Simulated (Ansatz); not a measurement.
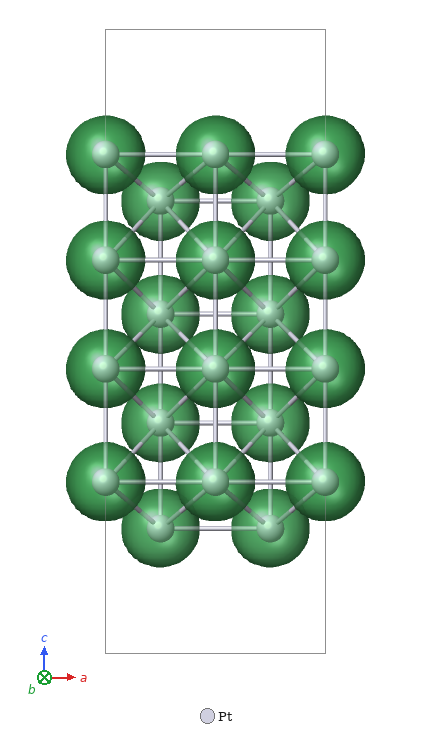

Figure 1: Pt (slab). Isosurface of the valence electron density at 0.8 e/Å³ (green), seen along the b axis. Sticks mark near contacts.

These are results of DFT PBE, spin-orbit coupling, plane waves, PAW (Ansatz), not measurements.

Core electrons are frozen (PAW), and the valence fields are smoothed inside the atomic spheres.

The calculation's input:

```
crystal:
  lattice:
    - [2.8072933488, 0.0, 0.0]
    - [0.0, 3.9701123274, 0.0]
    - [0.0, 0.0, 24.8255267207]
  atoms:
    - { symbol: Pt, position: [0.5, 0.5, 0.3073756418] }
    - { symbol: Pt, position: [0.0, 0.0, 0.3552437336] }
    - { symbol: Pt, position: [0.5, 0.5, 0.4161697936] }
    - { symbol: Pt, position: [0.0, 0.0, 0.4717681783] }
    - { symbol: Pt, position: [0.5, 0.5, 0.5282317637] }
    - { symbol: Pt, position: [0.0, 0.0, 0.5838301729] }
    - { symbol: Pt, position: [0.5, 0.5, 0.6447562004] }
    - { symbol: Pt, position: [0.0, 0.0, 0.6926245157] }
basis:
  ecutwfc: 420
kpoints:
  mp_grid: { grid: [12, 9, 1] }
  band_path:
    path: [[0.5, 0, 0], [0, 0, 0], [0, 0.5, 0], [0.5, 0.5, 0], [0, 0, 0]]
    npoints: 12
hamiltonian:
  xc: pbe
scf:
  occupations: { method: gaussian, width: 0.1 }
  n_extra_bands: 44
output:
  forces: true
  eigenvalues: true
  populations: true
  fatbands: true
  write_density: true
  write_potential: true
  elf: true
  volumetric_format: npy
magnetization:
  noncollinear: true
  spin_orbit: true
efield:
  axis: 3
  dipole_correction: true
  ramp_width: 0.04
```

Command:

```sh
ansatz run input.yaml --threads 4 --pin off --max-ram 9216MiB --backend cpu --events-out ev --progress --plain --runs-dir out
```

Question: Which contacts does the surface bridge?

Answer: At this value the density breaks into separate islands; it holds about 75 % of the electrons treated as valence (semicore included). It bridges none of the near contacts. It is pinched off along the sampled Pt–Pt (2.70 Å), Pt–Pt (2.78 Å) and Pt–Pt (2.86 Å) contacts. On the grid the lowest density along these lines, outside the cores, is 0.43 e/Å³ (Pt–Pt, 2.70 Å), 0.37 e/Å³ (Pt–Pt, 2.78 Å) and 0.32 e/Å³ (Pt–Pt, 2.86 Å).
